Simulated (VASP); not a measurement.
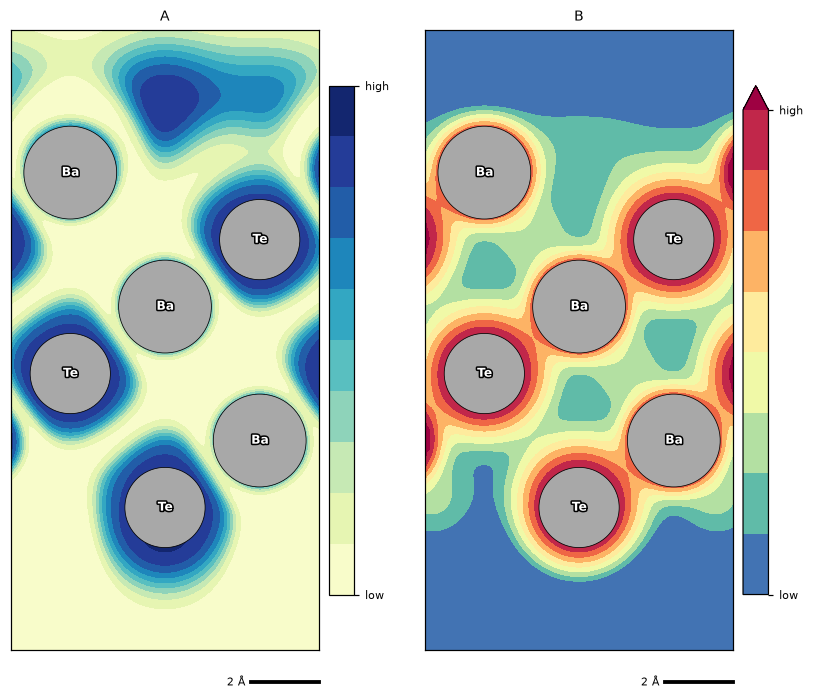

BaTe (slab): 2 fields on the (110) plane of the calculation cell, a cut from vacuum to vacuum, with unlabelled colour scales. Grey discs cover the atomic cores.

Not relaxed (largest force 0.7 eV/Å).

These are results of Kohn-Sham DFT of a periodic cell, PBE, VASP PAW PBE potentials, recommended in VASP, not measurements.

Match the panels to the quantities (electron localisation function and valence pseudo-density).

Panel A: electron localisation function. Panel B: valence pseudo-density. From the grid: Ba–Te (3.41 Å): ρ is about 0.15 e/Å³ halfway; the ELF is about 0.25 at the midpoint (no localised pair shows between them).
